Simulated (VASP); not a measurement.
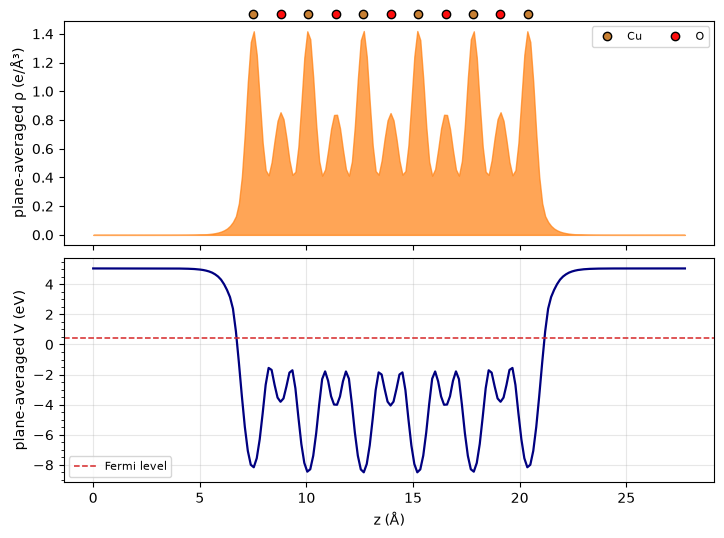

Figure 1: Cu$_{6}$O$_{5}$ (slab). Plane average of the electrostatic potential (local pseudopotential plus Hartree) felt by an electron and of the valence electron density across the slab. Circles mark the heights of the atoms.

Not relaxed (largest force 0.4 eV/Å).

Theory: Kohn-Sham DFT of a periodic cell, PBE, VASP PAW PBE potentials, minimal (VASP 6.6.1).

In a PAW calculation such maps are meaningful between the atoms, not at the nuclei.

```
Cu O
1.0
     2.93287    0.00000    0.00000
    -0.22975    2.92386    0.00000
     0.00000    0.00000   27.88982
Cu O
6 5
Direct
  0.50000 0.00000 0.26892
  0.00000 0.50000 0.36135
  0.50000 0.00000 0.45378
  0.00000 0.50000 0.54622
  0.50000 0.00000 0.63865
  0.00000 0.50000 0.73108
  0.50000 0.50000 0.31513
  0.50000 0.50000 0.40757
  0.50000 0.50000 0.50000
  0.50000 0.50000 0.59243
  0.50000 0.50000 0.68487
```

### How far above the Fermi level of the calculation is the vacuum level?

4.6 eV.

### How thick is the slab, and how wide the vacuum?

The outermost nuclei are 12.9 Å apart, in 11 atomic planes; the vacuum between periodic images is 15.0 Å wide.
